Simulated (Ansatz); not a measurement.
# Geometry relaxation, with input and output: TiAl (part 1 of 2)

TiAl (P4/mmm, 2 atoms in the cell), computed with DFT PBEsol, scalar-relativistic, plane waves, PAW, PAW set soft_1, no spin polarisation (Ansatz 0.2.0).

The structure derives from an entry of the Crystallography Open Database.

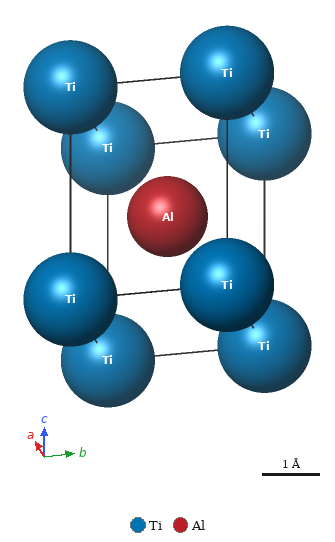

Fig. 1: The structure as given in the input (spheres-only view of the cell of the calculation, seen at an oblique angle).

## The input
```yaml
crystal:
  lattice:
    - [2.8373, 0.0, 0.0]
    - [0.0, 2.8373, 0.0]
    - [0.0, 0.0, 4.0591]
  atoms:
    - { symbol: Ti, position: [0.0, 0.0, 0.0] }
    - { symbol: Al, position: [0.5, 0.5, 0.5] }
basis:
  ecutwfc: 520.0
kpoints:
  mp_grid: { grid: [14, 14, 10] }
hamiltonian:
  xc: pbesol
  pseudopotentials: { kind: paw, azcp: { folder: soft_1 } }
scf:
  occupations: { method: gaussian, width: 0.1 }
output:
  forces: true
  stress: true
  eigenvalues: true
  write_density: true
  write_potential: true
  elf: true
  volumetric_format: npy
relax:
  adjacent_minimum: "off"
  f_tol: 0.005
  max_steps: 80
  cell: { stress_tol: 0.05 }
```

Machine: 1 thread of Arm Neoverse N1, 98 GiB of memory available, shared host.

Launched with:
```bash
ansatz run input.yaml --threads 1 --pin off --max-ram 2048MiB --backend cpu --events-out ev --progress --plain --runs-dir out
```

## Output
```
Warning: [file] the record states the generating functional pbe (its physics header spells it `PBE`), which answers neither for hamiltonian.xc's functional nor for the pbesol family's — results may be inconsistent (PPs are generated against a specific XC)
Warning: [file] the record states the generating functional pbe (its physics header spells it `PBE`), which answers neither for hamiltonian.xc's functional nor for the pbesol family's — results may be inconsistent (PPs are generated against a specific XC)
Engine: ansatz 0.2.0, aarch64-unknown-linux-gnu
Pseudopotentials: kind: paw
Pseudopotential: Ti, paw, valence charge 12, recommended cutoff 420 eV (normal), [file]
Pseudopotential: Al, paw, valence charge 3, recommended cutoff 420 eV (normal), [file]
Functional definition: PBEsol
  exchange = pbesol_x
  correlation = pbesol_c
Crystal: 2 atoms, lattice volume = 32.677 Å³
Basis set: ecut = 520 eV, 887 PW (Γ), exchange–correlation on 48×48×64 points (8 copies of the dense FFT grid, shifted against one another)
Bands: 12, of which v1, the nominal top of the filled ones, is band 8 counted from 1 (7 counted from 0)
Symmetry: 16 space group operations
Space group: P4/mmm (ITA 123), of the structure as read, at distance tolerance 3.2e-5 Å
k-points: 216 of 1960
Non-local potential: Ti, projectors of the file, l = 0: 3, l = 1: 2, l = 2: 3, l = 3: 1
Non-local potential: Al, projectors of the file, l = 0: 2, l = 1: 2, l = 2: 1
PAW form: soft (Blöchl's): semilocal exchange-correlation on the pseudo side does not see the compensation charge
PAW frozen core: Ti, regenerated for the run's functional, and the local potential with it (the file was generated under x = pbe(κ = 0.804, μ = 0.2195149727645171), c = pbe(β = 0.06672455060314922))
PAW frozen core: Al, regenerated for the run's functional, and the local potential with it (the file was generated under x = pbe(κ = 0.804, μ = 0.2195149727645171), c = pbe(β = 0.06672455060314922))
PAW one-centre angular grid: Ti, 590 points (default); XC on 64 Gauss nodes
PAW one-centre angular grid: Al, 110 points (default); XC on 64 Gauss nodes
Initial density: superposition of atomic densities (chi_scale 0.1, normalization cell, long waves kept (reshape's long-wave potential 0.00 eV rms))
Initial wavefunctions: pseudopotential atomic-orbital guess
Functional: x = pbesol(κ = 0.804, μ = 0.12345679012345678), c = pbesol(β = 0.046)
SCF iter   1: F=—  HF=-2999.523248 eV  |F-HF|=—  |Δ(HF+E_count)|=         —  Δρ=4.53e-2  dr2=6.48e-1  ethr=3.10e-3  ⟨swp⟩=4.9  Hψ=13071  notcnv=0
preconditioner: auto → none  [metal: Δε(μ)=0.003 eV  Ē_g=5.485 eV  σ=0.100 eV  W_gap=0.02  n_scr=6 (ndim 8)  ℏωp=17.2 eV  f_vac=0.000  D(μ)=1.71/eV (n_scr^D=14)  sad-step TF]
SCF iter   2: F=—  HF=-2999.354198 eV  |F-HF|=—  |Δ(HF+E_count)|=   1.69e-1  Δρ=2.38e-2  dr2=2.16e-1  ethr=3.10e-3  ⟨swp⟩=2.0  Hψ=5201  notcnv=0  defer=43
SCF iter   3: F=—  HF=-2999.262331 eV  |F-HF|=—  |Δ(HF+E_count)|=   9.19e-2  Δρ=3.33e-3  dr2=6.29e-3  ethr=1.44e-3  ⟨swp⟩=2.0  Hψ=4224  notcnv=0  defer=43
SCF iter   4: F=—  HF=-2999.260694 eV  |F-HF|=—  |Δ(HF+E_count)|=   1.64e-3  Δρ=8.89e-4  dr2=3.63e-4  ethr=4.19e-5  ⟨swp⟩=2.3  Hψ=4795  notcnv=0  defer=43
SCF iter   5: F=—  HF=-2999.260594 eV  |F-HF|=—  |Δ(HF+E_count)|=   9.98e-5  Δρ=1.74e-4  dr2=1.21e-5  ethr=2.42e-6  ⟨swp⟩=2.3  Hψ=3296  notcnv=0  defer=42
SCF iter   6: F=—  HF=-2999.260592 eV  |F-HF|=—  |Δ(HF+E_count)|=   2.21e-6  Δρ=3.03e-5  dr2=2.12e-7  ethr=8.06e-8  ⟨swp⟩=2.0  Hψ=3319  notcnv=0  defer=42
SCF iter   7: F=-2999.260592 eV  HF=-2999.260592 eV  |F-HF|=1.03e-10  |Δ(HF+E_count)|=   2.00e-8  Δρ=2.77e-6  dr2=1.53e-9  ethr=6.67e-10  ⟨swp⟩=7.8  Hψ=14943  notcnv=0
SCF 1 converged in 7 iterations: F = -2999.260592 eV  dr2 = 1.53e-9
  greatest PAW one-centre occupation: 0.998 electrons in one spin orbital (limit 2), on the Ti atom at site 0 (counted from 0), in its partial waves of l = 0
relax step   1: F+E_penalty+E_count = -2999.26059225 eV  Δ(F+E_penalty+E_count) = +0.000e0 eV  max|allowed force component| = 9.861e-32 eV/Å  Δτ_max = 0.0000 Å  P = -3.991 GPa  Ω = 32.677 Å³  (7 SCF iters, dr2 threshold 1.00e-7 eV, accepted)
Crystal: 2 atoms, lattice volume = 30.794 Å³
Basis set: ecut = 520 eV, 831 PW (Γ), exchange–correlation on 48×48×64 points (8 copies of the dense FFT grid, shifted against one another)
Initial density: handed on by an earlier stage of this run
Initial wavefunctions: those handed on with the density
iter 1 solved again at ethr=1.51e-5 eV; its pass at ethr=3.10e-3 eV (dr2=2.26e-3 eV) is discarded
SCF iter   1: F=—  HF=-2999.270131 eV  |F-HF|=—  |Δ(HF+E_count)|=         —  Δρ=2.35e-3  dr2=2.29e-3  ethr=1.51e-5  ⟨swp⟩=1.0  Hψ=16574  notcnv=0
preconditioner: auto → none  [metal: Δε(μ)=0.013 eV  Ē_g=5.536 eV  σ=0.100 eV  W_gap=0.07  n_scr=6 (ndim 8)  ℏωp=17.7 eV  f_vac=0.000  D(μ)=1.61/eV (n_scr^D=14)]
SCF iter   2: F=—  HF=-2999.269165 eV  |F-HF|=—  |Δ(HF+E_count)|=   9.66e-4  Δρ=8.64e-4  dr2=1.43e-4  ethr=1.51e-5  ⟨swp⟩=2.0  Hψ=3361  notcnv=0
SCF iter   3: F=—  HF=-2999.269106 eV  |F-HF|=—  |Δ(HF+E_count)|=   5.88e-5  Δρ=2.61e-4  dr2=1.06e-5  ethr=9.52e-7  ⟨swp⟩=2.2  Hψ=3136  notcnv=0
iter 4 did not close the SCF: its close was put off for the readings that it lacked (scf_convergence_deferred on its scf_iter line)
SCF iter   4: F=-2999.269105 eV  HF=-2999.269105 eV  |F-HF|=3.47e-8  |Δ(HF+E_count)|=   1.00e-6  Δρ=1.78e-5  dr2=7.29e-8  ethr=7.07e-8  ⟨swp⟩=2.0  Hψ=3349  notcnv=0
iter 5 did not close the SCF: its close was put off for the readings that it lacked (scf_convergence_deferred on its scf_iter line)
SCF iter   5: F=-2999.269105 eV  HF=-2999.269105 eV  |F-HF|=3.20e-9  |Δ(HF+E_count)|=   5.09e-8  Δρ=4.87e-6  dr2=6.30e-9  ethr=4.86e-10  ⟨swp⟩=2.8  Hψ=4320  notcnv=0
SCF iter   6: F=-2999.269105 eV  HF=-2999.269105 eV  |F-HF|=5.14e-11  |Δ(HF+E_count)|=  9.73e-10  Δρ=2.97e-7  dr2=4.79e-11  ethr=4.20e-11  ⟨swp⟩=4.2  Hψ=11197  notcnv=0
SCF 2 converged in 6 iterations: F = -2999.269105 eV  dr2 = 4.79e-11
relax step   2: F+E_penalty+E_count = -2999.26910544 eV  Δ(F+E_penalty+E_count) = -8.513e-3 eV  max|allowed force component| = 1.553e-30 eV/Å  Δτ_max = 0.0000 Å  P = +3.034 GPa  Ω = 30.794 Å³  energy of the carried Pulay correction = +1.780e-4 eV  (6 SCF iters, dr2 threshold 2.00e-7 eV, accepted)
Crystal: 2 atoms, lattice volume = 31.575 Å³
Basis set: ecut = 520 eV, 855 PW (Γ), exchange–correlation on 48×48×64 points (8 copies of the dense FFT grid, shifted against one another)
iter 1 solved again at ethr=2.49e-6 eV; its pass at ethr=3.10e-3 eV (dr2=3.74e-4 eV) is discarded
SCF iter   1: F=—  HF=-2999.276112 eV  |F-HF|=—  |Δ(HF+E_count)|=         —  Δρ=9.32e-4  dr2=3.73e-4  ethr=2.49e-6  ⟨swp⟩=1.4  Hψ=16849  notcnv=0
preconditioner: auto → none  [metal: Δε(μ)=0.020 eV  Ē_g=5.407 eV  σ=0.100 eV  W_gap=0.12  n_scr=6 (ndim 8)  ℏωp=17.5 eV  f_vac=0.000  D(μ)=1.67/eV (n_scr^D=14)]
SCF iter   2: F=—  HF=-2999.275954 eV  |F-HF|=—  |Δ(HF+E_count)|=   1.57e-4  Δρ=3.67e-4  dr2=2.61e-5  ethr=2.49e-6  ⟨swp⟩=2.0  Hψ=3345  notcnv=0
SCF iter   3: F=—  HF=-2999.275941 eV  |F-HF|=—  |Δ(HF+E_count)|=   1.32e-5  Δρ=1.03e-4  dr2=1.97e-6  ethr=1.74e-7  ⟨swp⟩=2.2  Hψ=3107  notcnv=0
iter 4 did not close the SCF: its close was put off for the readings that it lacked (scf_convergence_deferred on its scf_iter line)
SCF iter   4: F=-2999.275941 eV  HF=-2999.275941 eV  |F-HF|=5.54e-9  |Δ(HF+E_count)|=   3.09e-7  Δρ=7.73e-6  dr2=1.46e-8  ethr=1.32e-8  ⟨swp⟩=2.0  Hψ=3351  notcnv=0
iter 5 did not close the SCF: its close was put off for the readings that it lacked (scf_convergence_deferred on its scf_iter line)
SCF iter   5: F=-2999.275941 eV  HF=-2999.275941 eV  |F-HF|=4.55e-10  |Δ(HF+E_count)|=   8.45e-9  Δρ=1.92e-6  dr2=9.91e-10  ethr=9.73e-11  ⟨swp⟩=2.8  Hψ=3982  notcnv=0
SCF iter   6: F=-2999.275941 eV  HF=-2999.275941 eV  |F-HF|=1.14e-11  |Δ(HF+E_count)|=  1.48e-10  Δρ=1.39e-7  dr2=9.57e-12  ethr=6.61e-12  ⟨swp⟩=4.0  Hψ=10369  notcnv=0
SCF 3 converged in 6 iterations: F = -2999.275941 eV  dr2 = 9.57e-12
relax step   3: F+E_penalty+E_count = -2999.27594102 eV  Δ(F+E_penalty+E_count) = -6.836e-3 eV  max|allowed force component| = 1.233e-31 eV/Å  Δτ_max = 0.0000 Å  P = -0.131 GPa  Ω = 31.575 Å³  energy of the carried Pulay correction = +1.030e-4 eV  (6 SCF iters, dr2 threshold 2.00e-7 eV, accepted)
Crystal: 2 atoms, lattice volume = 31.542 Å³
iter 1 solved again at ethr=1.30e-8 eV; its pass at ethr=3.10e-3 eV (dr2=1.96e-6 eV) is discarded
SCF iter   1: F=—  HF=-2999.275983 eV  |F-HF|=—  |Δ(HF+E_count)|=         —  Δρ=8.09e-5  dr2=2.70e-6  ethr=1.30e-8  ⟨swp⟩=2.0  Hψ=15948  notcnv=0
preconditioner: auto → none  [metal: Δε(μ)=0.020 eV  Ē_g=5.417 eV  σ=0.100 eV  W_gap=0.11  n_scr=6 (ndim 8)  ℏωp=17.5 eV  f_vac=0.000  D(μ)=1.66/eV (n_scr^D=14)]
SCF iter   2: F=—  HF=-2999.275983 eV  |F-HF|=—  |Δ(HF+E_count)|=   2.33e-7  Δρ=2.75e-5  dr2=1.13e-7  ethr=1.30e-8  ⟨swp⟩=2.0  Hψ=3415  notcnv=0
iter 3 did not close the SCF: its close was put off for the readings that it lacked (scf_convergence_deferred on its scf_iter line)
SCF iter   3: F=-2999.275983 eV  HF=-2999.275983 eV  |F-HF|=1.77e-9  |Δ(HF+E_count)|=   3.51e-9  Δρ=1.11e-5  dr2=1.65e-8  ethr=7.56e-10  ⟨swp⟩=2.1  Hψ=3436  notcnv=0
iter 4 did not close the SCF: its close was put off for the readings that it lacked (scf_convergence_deferred on its scf_iter line)
SCF iter   4: F=-2999.275983 eV  HF=-2999.275983 eV  |F-HF|=5.37e-11  |Δ(HF+E_count)|=   5.18e-9  Δρ=8.24e-7  dr2=1.60e-10  ethr=1.10e-10  ⟨swp⟩=2.1  Hψ=3182  notcnv=0
iter 5 did not close the SCF: its close was put off for the readings that it lacked (scf_convergence_deferred on its scf_iter line)
SCF iter   5: F=-2999.275983 eV  HF=-2999.275983 eV  |F-HF|=7.28e-12  |Δ(HF+E_count)|=  1.55e-11  Δρ=1.74e-7  dr2=6.73e-12  ethr=1.06e-12  ⟨swp⟩=2.5  Hψ=3938  notcnv=0
SCF iter   6: F=-2999.275983 eV  HF=-2999.275983 eV  |F-HF|=4.55e-13  |Δ(HF+E_count)|=  2.73e-12  Δρ=1.95e-8  dr2=6.28e-14  ethr=1.00e-12  ⟨swp⟩=3.1  Hψ=9346  notcnv=0
SCF 4 converged in 6 iterations: F = -2999.275983 eV  dr2 = 6.28e-14
relax step   4: F+E_penalty+E_count = -2999.27598344 eV  Δ(F+E_penalty+E_count) = -4.242e-5 eV  max|allowed force component| = 1.689e-30 eV/Å  Δτ_max = 0.0000 Å  P = -0.003 GPa  Ω = 31.542 Å³  energy of the carried Pulay correction = +1.061e-4 eV  (6 SCF iters, accepted)
Initial wavefunctions: pseudopotential atomic-orbital guess (no wavefunctions were taken with the density)
iter 1 solved again at ethr=4.42e-9 eV; its pass at ethr=3.10e-3 eV (dr2=6.63e-7 eV) is discarded
SCF iter   1: F=—  HF=-2999.275884 eV  |F-HF|=—  |Δ(HF+E_count)|=         —  Δρ=1.89e-5  dr2=9.01e-9  ethr=4.42e-9  ⟨swp⟩=3.3  Hψ=21113  notcnv=0
preconditioner: auto → none  [metal: Δε(μ)=0.020 eV  Ē_g=5.416 eV  σ=0.100 eV  W_gap=0.11  n_scr=6 (ndim 8)  ℏωp=17.5 eV  f_vac=0.000  D(μ)=1.66/eV (n_scr^D=14)]
SCF iter   2: F=—  HF=-2999.275885 eV  |F-HF|=—  |Δ(HF+E_count)|=   1.12e-6  Δρ=9.43e-6  dr2=2.23e-9  ethr=6.00e-11  ⟨swp⟩=2.4  Hψ=3810  notcnv=0
SCF iter   3: F=—  HF=-2999.275885 eV  |F-HF|=—  |Δ(HF+E_count)|=   7.03e-9  Δρ=2.89e-7  dr2=2.13e-11  ethr=1.48e-11  ⟨swp⟩=3.0  Hψ=4298  notcnv=0
iter 4 did not close the SCF: its close was put off for the readings that it lacked (scf_convergence_deferred on its scf_iter line)
SCF iter   4: F=-2999.275885 eV  HF=-2999.275885 eV  |F-HF|=0.00e0  |Δ(HF+E_count)|=  1.36e-12  Δρ=9.49e-8  dr2=1.33e-12  ethr=1.00e-12  ⟨swp⟩=1.0  Hψ=2592  notcnv=0
iter 5 did not close the SCF: its close was put off for the readings that it lacked (scf_convergence_deferred on its scf_iter line)
SCF iter   5: F=-2999.275885 eV  HF=-2999.275885 eV  |F-HF|=1.82e-12  |Δ(HF+E_count)|=  9.09e-13  Δρ=3.00e-8  dr2=3.20e-13  ethr=1.00e-12  ⟨swp⟩=1.0  Hψ=2592  notcnv=0
iter 6 did not close the SCF: its close was put off for the readings that it lacked (scf_convergence_deferred on its scf_iter line)
SCF iter   6: F=-2999.275885 eV  HF=-2999.275885 eV  |F-HF|=9.09e-13  |Δ(HF+E_count)|=    0.00e0  Δρ=3.85e-9  dr2=2.49e-15  ethr=1.00e-12  ⟨swp⟩=1.0  Hψ=2592  notcnv=0
iter 7 did not close the SCF: its close was put off for the readings that it lacked (scf_convergence_deferred on its scf_iter line)
SCF iter   7: F=-2999.275885 eV  HF=-2999.275885 eV  |F-HF|=9.09e-13  |Δ(HF+E_count)|=    0.00e0  Δρ=6.33e-10  dr2=9.12e-17  ethr=1.00e-12  ⟨swp⟩=1.0  Hψ=2592  notcnv=0
SCF iter   8: F=-2999.275885 eV  HF=-2999.275885 eV  |F-HF|=0.00e0  |Δ(HF+E_count)|=  9.09e-13  Δρ=1.23e-10  dr2=4.84e-18  ethr=1.00e-12  ⟨swp⟩=1.4  Hψ=6150  notcnv=0
SCF 5 converged in 8 iterations: F = -2999.275885 eV  dr2 = 4.84e-18
relax step   5: F+E_penalty+E_count = -2999.27588499 eV  Δ(F+E_penalty+E_count) = +9.845e-5 eV  max|allowed force component| = 1.547e-30 eV/Å  Δτ_max = 0.0000 Å  P = -0.005 GPa  Ω = 31.542 Å³  stress off target by 4.50e-2 GPa  SCF on the basis re-selected at this cell (its energy is not comparable with the rows above)  (8 SCF iters)
```

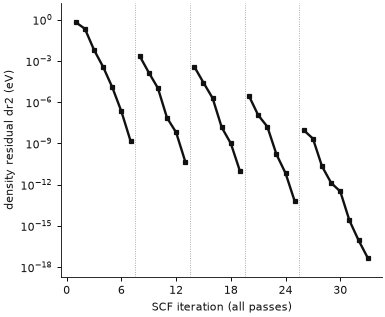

Fig. 2: Convergence of the self-consistent field: density residual dr2 against the SCF iteration. The dotted lines part the SCF passes of the relaxation: geometry steps, rejected trials and re-solves on a re-selected basis. The 5 passes take 6 to 8 iterations each, 33 in all.
